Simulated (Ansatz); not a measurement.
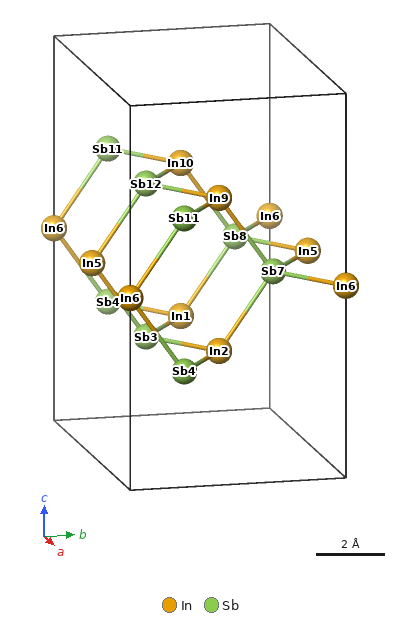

**Figure 1.** The input geometry (ball-and-stick view of the cell of the calculation, with the vacuum cut short, seen slightly off an axis; atoms are numbered from 1 in the order of the input). An atom can appear more than once, as a periodic image.

## Run report: InSb, geometry relaxation (part 1 of 3)

The run: geometry relaxation of InSb (slab, 12 atoms in the cell). Method and program: DFT PBE+D3(BJ), scalar-relativistic, plane waves, PAW, no spin polarisation (Ansatz 0.2.0).

The structure derives from an entry of the Crystallography Open Database. The input holds or restrains some coordinates. Forces given for the steps count only the free coordinates. It belongs to a series of runs on one base structure; here: clean slab, lower planes held. Figures and captions count atoms from 1; the log counts them from 0 in places.

### The input
```yaml
crystal:
  lattice:
    - [9.2586444657, 0.0, 0.0]
    - [0.0, 6.5468502863, 0.0]
    - [0.0, 0.0, 20.6293222328]
  atoms:
    - { symbol: In, position: [0.25, 0.5, 0.3877975199] }
    - { symbol: In, position: [0.75, 0.5, 0.3877975199] }
    - { symbol: Sb, position: [0.5, 0.25, 0.3877975199] }
    - { symbol: Sb, position: [0.0, 0.25, 0.3877975199] }
    - { symbol: In, position: [0.5, 0.0, 0.5] }
    - { symbol: In, position: [0.0, 0.0, 0.5] }
    - { symbol: Sb, position: [0.75, 0.75, 0.5] }
    - { symbol: Sb, position: [0.25, 0.75, 0.5] }
    - { symbol: In, position: [0.75, 0.5, 0.6122024801] }
    - { symbol: In, position: [0.25, 0.5, 0.6122024801] }
    - { symbol: Sb, position: [0.0, 0.25, 0.6122024801] }
    - { symbol: Sb, position: [0.5, 0.25, 0.6122024801] }
basis:
  ecutwfc: 420
kpoints:
  mp_grid: { grid: [2, 3, 1] }
hamiltonian:
  xc: pbe
  dispersion: d3bj
scf:
  occupations: { method: gaussian, width: 0.1 }
output:
  forces: true
  eigenvalues: true
  write_density: true
  write_potential: true
  elf: true
  volumetric_format: npy
relax:
  adjacent_minimum: "off"
  f_tol: 0.03
  max_steps: 70
  constraints: [{ sites: [0, 1, 2, 3] }]
efield:
  axis: 3
  dipole_correction: true
  ramp_width: 0.04
```

Machine: 4 threads of Arm Neoverse V2, 24 GiB of memory available, shared host.

Launch command:
```bash
ansatz run input.yaml --threads 4 --pin off --max-ram 10240MiB --backend cpu --events-out ev --progress --plain --runs-dir out
```

### What the program printed
```
Engine: ansatz 0.2.0, aarch64-unknown-linux-gnu
Pseudopotentials: kind: paw
Pseudopotential: In, paw, valence charge 13, recommended cutoff 420 eV (normal), In.paw.azcp
Pseudopotential: Sb, paw, valence charge 15, recommended cutoff 420 eV (normal), Sb.paw.azcp
Functional definition: PBE
  parameter kappa = 0.804
  parameter beta = 0.06672455060314922
  exchange = pbe_x(kappa = kappa, mu = beta*pi^2/3)
  correlation = pbe_c(beta = beta)
Crystal: 12 atoms, lattice volume = 1250.446 Å³
Basis set: ecut = 420 eV, 24455 PW (Γ), exchange–correlation on 128×90×288 points (8 copies of the dense FFT grid, shifted against one another)
Bands: 101, of which v1, the nominal top of the filled ones, is band 84 counted from 1 (83 counted from 0)
Symmetry: 4 space group operations
k-points: 4 of 6 (time reversal used)
Non-local potential: In, projectors of the file, l = 0: 2, l = 1: 2, l = 2: 2, l = 3: 2
Non-local potential: Sb, projectors of the file, l = 0: 2, l = 1: 2, l = 2: 2, l = 3: 2
PAW form: soft (Blöchl's): semilocal exchange-correlation on the pseudo side does not see the compensation charge
PAW one-centre angular grid: In, 590 points (default); XC on 64 Gauss nodes
PAW one-centre angular grid: Sb, 590 points (default); XC on 64 Gauss nodes
Initial density: superposition of atomic densities (neutral atoms: chi_scale 0, normalization atom), corrected by the library's trained network
Initial wavefunctions: pseudopotential atomic-orbital guess
Functional: x = pbe(κ = 0.804, μ = 0.2195149727645171), c = pbe(β = 0.06672455060314922)
SCF iter   1: F=—  HF=-72492.853601 eV  |F-HF|=—  |Δ(HF+E_count)|=         —  Δρ=1.27e-3  dr2=6.22e-2  ethr=1.77e-3  p=0.000 e·Å  D=5.92e-14 V/Å  ΔV_dip=-0.00 eV  dr2_dipole=2.32e-8  V_vac-E_F(+/−)=4.42/4.42 eV  ⟨swp⟩=7.5  Hψ=1682  notcnv=0  defer=2
efield: sawtooth ramp at fractional position 0.9800 (placed from the atoms, in the widest stretch of the axis that holds none; the zero of the levels goes with the place), width 0.0400; the density the first Hamiltonian is built on has a dipole p = 0.000 e·Å; the dipole correction subtracts the counter field D = 5.92e-14 V/Å, which shifts the + side's vacuum level by -0.00 eV against the − side's; the planar-averaged density in the ramp window peaks in size at 2.8e-6 e/Å³
preconditioner: auto → LDOS  [metal: Δε(μ)=0.040 eV  Ē_g=12.585 eV  σ=0.100 eV  W_gap=0.22  n_scr=156 (ndim 8)  ℏωp=10.9 eV  f_vac=0.612  D(μ)=10.64/eV (n_scr^D=44)  β→1.0]
SCF iter   2: F=—  HF=-72492.845948 eV  |F-HF|=—  |Δ(HF+E_count)|=   7.65e-3  Δρ=9.34e-4  dr2=1.36e-2  ethr=3.70e-5  p=0.000 e·Å  D=8.03e-6 V/Å  ΔV_dip=-0.00 eV  dr2_dipole=8.66e-10  V_vac-E_F(+/−)=4.45/4.45 eV  ⟨swp⟩=2.0  Hψ=742  notcnv=0  defer=28
SCF iter   3: F=—  HF=-72492.843830 eV  |F-HF|=—  |Δ(HF+E_count)|=   2.12e-3  Δρ=3.67e-4  dr2=2.87e-3  ethr=8.10e-6  p=0.000 e·Å  D=2.85e-6 V/Å  ΔV_dip=-0.00 eV  dr2_dipole=2.06e-8  V_vac-E_F(+/−)=4.45/4.45 eV  ⟨swp⟩=2.0  Hψ=633  notcnv=0  defer=28
SCF iter   4: F=—  HF=-72492.843268 eV  |F-HF|=—  |Δ(HF+E_count)|=   5.62e-4  Δρ=9.77e-5  dr2=2.28e-4  ethr=1.71e-6  p=0.000 e·Å  D=3.08e-7 V/Å  ΔV_dip=-0.00 eV  dr2_dipole=2.47e-11  V_vac-E_F(+/−)=4.46/4.46 eV  ⟨swp⟩=2.0  Hψ=587  notcnv=0  defer=28
SCF iter   5: F=—  HF=-72492.843271 eV  |F-HF|=—  |Δ(HF+E_count)|=   3.56e-6  Δρ=3.87e-5  dr2=5.38e-5  ethr=1.36e-7  p=0.000 e·Å  D=1.00e-7 V/Å  ΔV_dip=-0.00 eV  dr2_dipole=3.53e-11  V_vac-E_F(+/−)=4.47/4.47 eV  ⟨swp⟩=2.0  Hψ=709  notcnv=0  defer=28
SCF iter   6: F=-72492.843266 eV  HF=-72492.843266 eV  |F-HF|=1.97e-7  |Δ(HF+E_count)|=   5.02e-6  Δρ=1.23e-5  dr2=3.04e-6  ethr=1.34e-8  p=-0.000 e·Å  D=-5.46e-8 V/Å  ΔV_dip=0.00 eV  dr2_dipole=3.17e-12  V_vac-E_F(+/−)=4.47/4.47 eV  ⟨swp⟩=22.5  Hψ=4735  notcnv=0
SCF 1 converged in 6 iterations: F = -72492.843266 eV  dr2 = 3.04e-6
  greatest PAW one-centre occupation: 0.995 electrons in one spin orbital (limit 2), on the Sb atom at site 11 (counted from 0), in its partial waves of l = 2
relax step   1: F+E_penalty+E_count = -72492.84326647 eV  Δ(F+E_penalty+E_count) = +0.000e0 eV  max|allowed force component| = 8.360e-1 eV/Å  Δτ_max = 0.0000 Å  (6 SCF iters, dr2 threshold 2.25e-5 eV, accepted)
Initial density: handed on by an earlier stage of this run
Initial wavefunctions: those handed on with the density
iter 1 solved again at ethr=1.16e-4 eV; its pass at ethr=3.10e-3 eV (dr2=1.94e-1 eV) is discarded
SCF iter   1: F=—  HF=-72493.542064 eV  |F-HF|=—  |Δ(HF+E_count)|=         —  Δρ=3.32e-3  dr2=1.94e-1  ethr=1.16e-4  p=-0.000 e·Å  D=-1.43e-7 V/Å  ΔV_dip=0.00 eV  dr2_dipole=6.75e-7  V_vac-E_F(+/−)=4.53/4.53 eV  ⟨swp⟩=1.2  Hψ=1471  notcnv=0  defer=16
efield: sawtooth ramp at fractional position 0.9800 (handed on by an earlier solve), width 0.0400; the density the first Hamiltonian is built on has a dipole p = -0.000 e·Å; the dipole correction subtracts the counter field D = -1.43e-7 V/Å, which shifts the + side's vacuum level by +0.00 eV against the − side's; the planar-averaged density in the ramp window peaks in size at 1.6e-7 e/Å³
preconditioner: auto → LDOS  [insulator: Δε(μ)=0.143 eV  Ē_g=12.583 eV  σ=0.100 eV  W_gap=0.69  n_scr=156 (ndim 8)  ℏωp=10.9 eV  f_vac=0.611  D(μ)=4.83/eV (n_scr^D=10)  ε∞_Penn≈1.8  β→1.0]
SCF iter   2: F=—  HF=-72493.507718 eV  |F-HF|=—  |Δ(HF+E_count)|=   3.43e-2  Δρ=9.82e-4  dr2=1.57e-2  ethr=1.16e-4  p=-0.027 e·Å  D=-3.98e-3 V/Å  ΔV_dip=0.08 eV  dr2_dipole=2.91e-4  V_vac-E_F(+/−)=4.58/4.50 eV  ⟨swp⟩=2.0  Hψ=610  notcnv=0  defer=16
SCF iter   3: F=—  HF=-72493.506425 eV  |F-HF|=—  |Δ(HF+E_count)|=   1.29e-3  Δρ=4.85e-4  dr2=5.20e-3  ethr=9.37e-6  p=-0.027 e·Å  D=-3.93e-3 V/Å  ΔV_dip=0.08 eV  dr2_dipole=2.13e-5  V_vac-E_F(+/−)=4.58/4.50 eV  ⟨swp⟩=2.0  Hψ=707  notcnv=0  defer=16
SCF iter   4: F=—  HF=-72493.505241 eV  |F-HF|=—  |Δ(HF+E_count)|=   1.18e-3  Δρ=1.30e-4  dr2=5.81e-4  ethr=3.09e-6  p=-0.029 e·Å  D=-4.16e-3 V/Å  ΔV_dip=0.09 eV  dr2_dipole=1.66e-5  V_vac-E_F(+/−)=4.58/4.50 eV  ⟨swp⟩=2.0  Hψ=723  notcnv=0  defer=23
SCF iter   5: F=-72493.505166 eV  HF=-72493.505195 eV  |F-HF|=2.84e-5  |Δ(HF+E_count)|=   4.65e-5  Δρ=4.04e-5  dr2=3.94e-5  ethr=2.60e-8  p=-0.030 e·Å  D=-4.31e-3 V/Å  ΔV_dip=0.09 eV  dr2_dipole=4.73e-6  V_vac-E_F(+/−)=4.59/4.50 eV  ⟨swp⟩=20.8  Hψ=4304  notcnv=0
SCF 2 converged in 5 iterations: F = -72493.505166 eV  dr2 = 3.94e-5
  greatest PAW one-centre occupation: 0.996 electrons in one spin orbital (limit 2), on the Sb atom at site 11 (counted from 0), in its partial waves of l = 2
relax step   2: F+E_penalty+E_count = -72493.50516622 eV  Δ(F+E_penalty+E_count) = -6.619e-1 eV  max|allowed force component| = 5.992e-1 eV/Å  Δτ_max = 0.1949 Å  (5 SCF iters, dr2 threshold 4.37e-5 eV, accepted)
SCF iter   1: F=—  HF=-72494.087836 eV  |F-HF|=—  |Δ(HF+E_count)|=         —  Δρ=3.28e-3  dr2=9.31e-2  ethr=1.41e-3  p=-0.030 e·Å  D=-4.31e-3 V/Å  ΔV_dip=0.09 eV  dr2_dipole=6.64e-4  V_vac-E_F(+/−)=4.53/4.44 eV  ⟨swp⟩=5.2  Hψ=1047  notcnv=0  defer=19
efield: sawtooth ramp at fractional position 0.9800 (handed on by an earlier solve), width 0.0400; the density the first Hamiltonian is built on has a dipole p = -0.030 e·Å; the dipole correction subtracts the counter field D = -4.31e-3 V/Å, which shifts the + side's vacuum level by +0.09 eV against the − side's; the planar-averaged density in the ramp window peaks in size at 1.2e-7 e/Å³
preconditioner: auto → LDOS  [insulator: Δε(μ)=0.158 eV  Ē_g=12.568 eV  σ=0.100 eV  W_gap=0.72  n_scr=156 (ndim 8)  ℏωp=10.9 eV  f_vac=0.612  D(μ)=2.81/eV (n_scr^D=4)  ε∞_Penn≈1.8  β→1.0]
SCF iter   2: F=—  HF=-72494.076424 eV  |F-HF|=—  |Δ(HF+E_count)|=   1.14e-2  Δρ=1.05e-3  dr2=1.76e-2  ethr=5.54e-5  p=-0.053 e·Å  D=-7.70e-3 V/Å  ΔV_dip=0.16 eV  dr2_dipole=6.51e-4  V_vac-E_F(+/−)=4.57/4.41 eV  ⟨swp⟩=2.0  Hψ=771  notcnv=0  defer=36
SCF iter   3: F=—  HF=-72494.072677 eV  |F-HF|=—  |Δ(HF+E_count)|=   3.75e-3  Δρ=4.93e-4  dr2=4.68e-3  ethr=1.05e-5  p=-0.060 e·Å  D=-8.62e-3 V/Å  ΔV_dip=0.18 eV  dr2_dipole=9.40e-5  V_vac-E_F(+/−)=4.58/4.40 eV  ⟨swp⟩=2.0  Hψ=694  notcnv=0  defer=36
SCF iter   4: F=—  HF=-72494.071270 eV  |F-HF|=—  |Δ(HF+E_count)|=   1.41e-3  Δρ=9.49e-5  dr2=1.42e-4  ethr=2.79e-6  p=-0.057 e·Å  D=-8.26e-3 V/Å  ΔV_dip=0.17 eV  dr2_dipole=2.33e-6  V_vac-E_F(+/−)=4.57/4.40 eV  ⟨swp⟩=2.0  Hψ=693  notcnv=0  defer=36
SCF iter   5: F=-72494.071265 eV  HF=-72494.071272 eV  |F-HF|=7.10e-6  |Δ(HF+E_count)|=   1.32e-6  Δρ=2.67e-5  dr2=1.68e-5  ethr=1.34e-8  p=-0.058 e·Å  D=-8.44e-3 V/Å  ΔV_dip=0.17 eV  dr2_dipole=3.36e-9  V_vac-E_F(+/−)=4.57/4.40 eV  ⟨swp⟩=20.5  Hψ=4383  notcnv=0
SCF 3 converged in 5 iterations: F = -72494.071265 eV  dr2 = 1.68e-5
  greatest PAW one-centre occupation: 0.996 electrons in one spin orbital (limit 2), on the Sb atom at site 3 (counted from 0), in its partial waves of l = 2
relax step   3: F+E_penalty+E_count = -72494.07126455 eV  Δ(F+E_penalty+E_count) = -5.661e-1 eV  max|allowed force component| = 4.369e-1 eV/Å  Δτ_max = 0.1951 Å  (5 SCF iters, dr2 threshold 2.24e-5 eV, accepted)
SCF iter   1: F=—  HF=-72494.288602 eV  |F-HF|=—  |Δ(HF+E_count)|=         —  Δρ=3.80e-3  dr2=1.36e-1  ethr=7.19e-4  p=-0.058 e·Å  D=-8.44e-3 V/Å  ΔV_dip=0.17 eV  dr2_dipole=2.61e-4  V_vac-E_F(+/−)=4.52/4.35 eV  ⟨swp⟩=6.0  Hψ=1260  notcnv=0  defer=28
efield: sawtooth ramp at fractional position 0.9800 (handed on by an earlier solve), width 0.0400; the density the first Hamiltonian is built on has a dipole p = -0.058 e·Å; the dipole correction subtracts the counter field D = -8.44e-3 V/Å, which shifts the + side's vacuum level by +0.17 eV against the − side's; the planar-averaged density in the ramp window peaks in size at 1.1e-7 e/Å³
preconditioner: auto → LDOS  [insulator: Δε(μ)=0.159 eV  Ē_g=12.548 eV  σ=0.100 eV  W_gap=0.73  n_scr=156 (ndim 8)  ℏωp=10.9 eV  f_vac=0.613  D(μ)=2.79/eV (n_scr^D=4)  ε∞_Penn≈1.8  β→1.0]
SCF iter   2: F=—  HF=-72494.287945 eV  |F-HF|=—  |Δ(HF+E_count)|=   6.57e-4  Δρ=1.46e-3  dr2=6.32e-2  ethr=8.11e-5  p=-0.070 e·Å  D=-1.01e-2 V/Å  ΔV_dip=0.21 eV  dr2_dipole=5.46e-5  V_vac-E_F(+/−)=4.53/4.32 eV  ⟨swp⟩=2.2  Hψ=833  notcnv=0  defer=40
SCF iter   3: F=—  HF=-72494.274184 eV  |F-HF|=—  |Δ(HF+E_count)|=   1.38e-2  Δρ=7.26e-4  dr2=1.53e-2  ethr=3.76e-5  p=-0.055 e·Å  D=-7.96e-3 V/Å  ΔV_dip=0.16 eV  dr2_dipole=1.22e-7  V_vac-E_F(+/−)=4.48/4.32 eV  ⟨swp⟩=2.0  Hψ=725  notcnv=0  defer=40
SCF iter   4: F=—  HF=-72494.270305 eV  |F-HF|=—  |Δ(HF+E_count)|=   3.88e-3  Δρ=2.08e-4  dr2=1.09e-3  ethr=9.08e-6  p=-0.061 e·Å  D=-8.84e-3 V/Å  ΔV_dip=0.18 eV  dr2_dipole=1.32e-5  V_vac-E_F(+/−)=4.50/4.32 eV  ⟨swp⟩=2.0  Hψ=678  notcnv=0  defer=38
SCF iter   5: F=—  HF=-72494.270016 eV  |F-HF|=—  |Δ(HF+E_count)|=   2.89e-4  Δρ=3.75e-5  dr2=4.37e-5  ethr=6.49e-7  p=-0.060 e·Å  D=-8.75e-3 V/Å  ΔV_dip=0.18 eV  dr2_dipole=5.89e-9  V_vac-E_F(+/−)=4.50/4.32 eV  ⟨swp⟩=2.0  Hψ=660  notcnv=0  defer=38
SCF iter   6: F=-72494.270020 eV  HF=-72494.270020 eV  |F-HF|=3.81e-7  |Δ(HF+E_count)|=   4.16e-6  Δρ=9.60e-6  dr2=2.44e-6  ethr=2.60e-8  p=-0.061 e·Å  D=-8.83e-3 V/Å  ΔV_dip=0.18 eV  dr2_dipole=3.44e-7  V_vac-E_F(+/−)=4.50/4.32 eV  ⟨swp⟩=21.8  Hψ=4595  notcnv=0
SCF 4 converged in 6 iterations: F = -72494.270020 eV  dr2 = 2.44e-6
relax step   4: F+E_penalty+E_count = -72494.27001981 eV  Δ(F+E_penalty+E_count) = -1.988e-1 eV  max|allowed force component| = 3.593e-1 eV/Å  Δτ_max = 0.2000 Å  (6 SCF iters, dr2 threshold 9.81e-5 eV, accepted)
```
